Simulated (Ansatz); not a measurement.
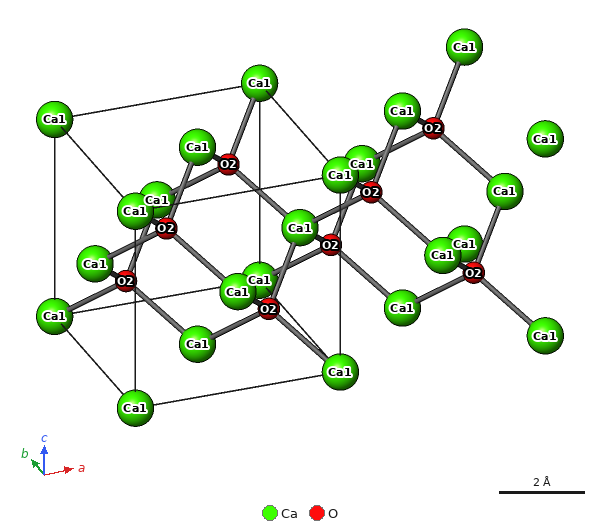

The starting point is solid CaO (built on the zincblende type). A ball-and-stick model of the conventional cell (4 times the calculation's cell), repeated 2 × 1 × 1 with one cell outlined, seen from a free direction. Lengths and directions refer to the drawn axes.

Theory: DFT r2SCAN, scalar-relativistic, plane waves, PAW in Ansatz 0.2.0. (plane-wave cutoff 500 eV; k-point mesh 8 × 8 × 8; occupations gaussian; smearing width 0.05 eV; no spin polarisation)

Change: All lengths are scaled by −1.4 % (volume −4.0 %), the atoms keeping their fractional coordinates. No relaxation follows.

Input
```yaml
crystal:
  lattice:
    - [0.0, 2.5712122682, 2.5712122682]
    - [2.5712122682, 0.0, 2.5712122682]
    - [2.5712122682, 2.5712122682, 0.0]
  atoms:
    - { symbol: Ca, position: [0.0, 0.0, 0.0] }
    - { symbol: O, position: [0.25, 0.25, 0.25] }
basis:
  ecutwfc: 500
  ecutrho_ratio: 4
kpoints:
  mp_grid: { grid: [8, 8, 8] }
hamiltonian:
  xc: r2scan
scf:
  occupations: { method: gaussian, width: 0.05 }
output:
  forces: true
  stress: true
  eigenvalues: true
```

Run as
```bash
ansatz run input.yaml --threads 2 --pin off --max-ram 2662MiB --backend cpu --events-out ev --progress --plain --runs-dir out
```

### What is the effect?

Energy change: +7.8 meV per atom. Pressure: 0.0 GPa before, 3.7 GPa after. All forces vanish by symmetry. Among the bonded contacts that change: Ca–O 2.257 → 2.227 Å. The space group stays F-43m (No. 216).

Drawn alike, the variant:

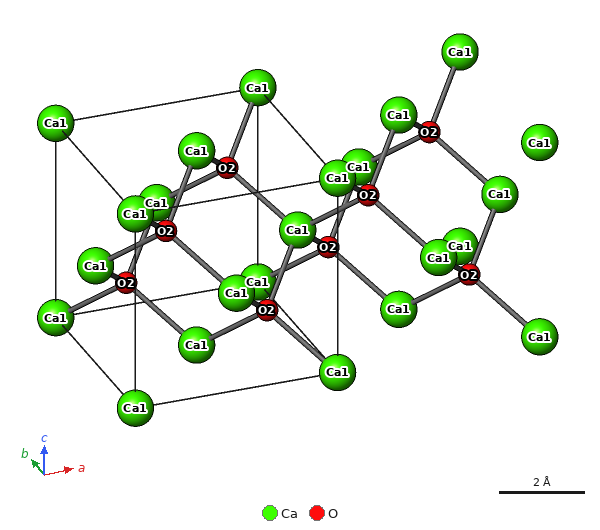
